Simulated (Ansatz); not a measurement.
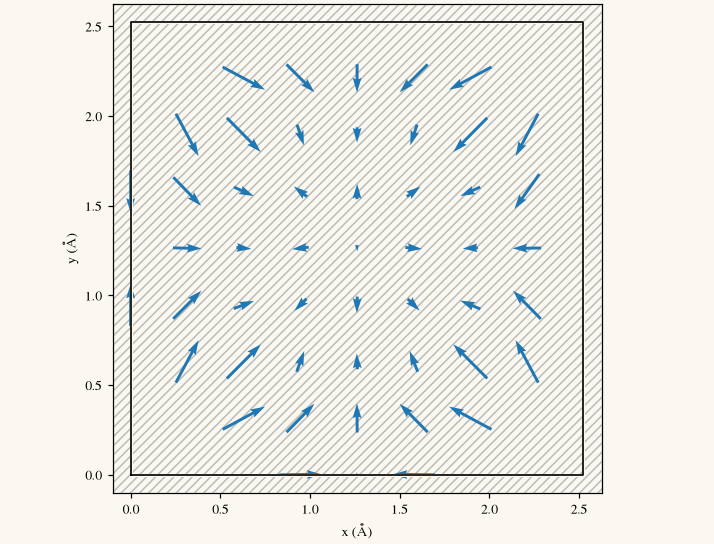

C (Fd-3m phase) with one H guest (13 atoms in the cell, cell charge +1). A guest moved over a lattice plane through the rigid host; the plane is (0 0 1) of the conventional cell, through C2. Places are given modulo a cell vector. The map is drawn in real space over the plane of the scan. Nothing is relaxed (host rigid, guest held in the plane). Grid: 8 × 8 points; 48 points were computed and 3 follow by symmetry. At 13 points there is no value (left out of the scan, as a rule where atoms come close). The cell is charged on a uniform background, without a charge correction. All numbers below come from DFT PBE, scalar-relativistic, plane waves, PAW in Ansatz 0.2.0. Settings: cutoff 420 eV, k-mesh 6×6×6, gaussian smearing 0.05 eV, no spin polarisation.

In the figure: arrows along the force (downhill), their lengths compressed, the outline of one cell of the plane, hatched blanks where no value was computed.

The arrows alone are given. Where are the wells?

Answer. The arrows converge at about (0.31, 0.31) of the cell vectors; about (0.67, 0.35) of the cell vectors (0.012 eV up); about (0.68, 0.64) of the cell vectors (0.06 eV up); about (0.32, 0.64) of the cell vectors (0.06 eV up) (read from the interpolated surface).

The energy map of the same scan:

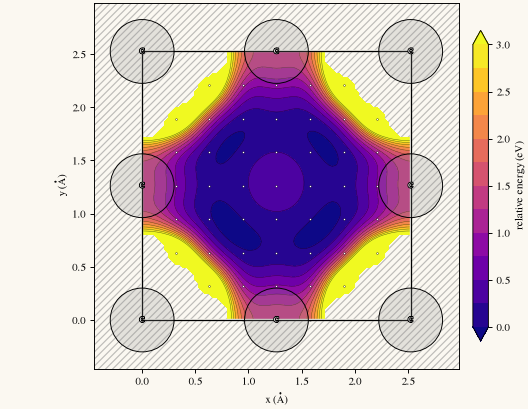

Energies are in eV, from the lowest grid point; between grid points the surface is interpolated.

PAW datasets: the set soft_1.
